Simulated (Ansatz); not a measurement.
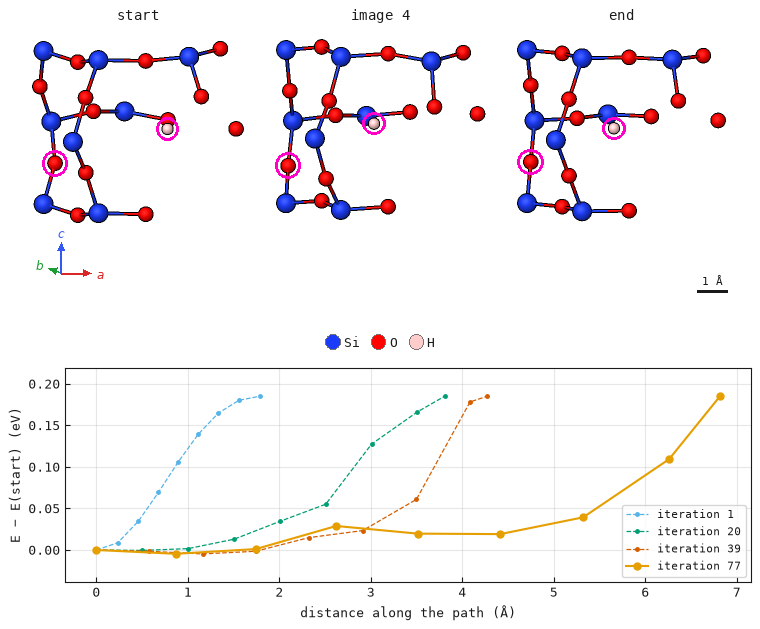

A nudged-elastic-band calculation for SiO2 with an interstitial H (37 atoms in the cell). Images are numbered from 0 (start) to 8 (end). The plot follows the band through its iterations. The picture is a ball-and-stick view of the atoms within 4.2 Å of the middle of the path, seen slightly off an axis. The atoms that move most are ringed. Bonds to atoms that aren't drawn are left out.

Theory: DFT PBEsol, scalar-relativistic, plane waves, PAW (Ansatz 0.2.0). Set-up: plane-wave cutoff 420 eV; k-point mesh 2 × 2 × 1; Gaussian smearing 0.02 eV; spin collinear; 7 movable images; climbing image; force threshold 0.05 eV/Å; iteration limit 77; spring constant 2.0 eV/Å²; starting path by image-dependent pair potential.

### How did the profile develop, and is the result final?

The result isn't final. The band hadn't converged when the run stopped after 77 iterations. The first iteration put the highest image at 0.185 eV. There is no barrier: the inner images dip to −0.005 eV relative to the start, below both ends (the end lies at +0.185 eV), so the ends aren't minima along this motion.

Limits of the set-up: the periodic images lie only 7.5 Å apart, so the values are limited by the cell's size.

PAW datasets: the set soft_1.
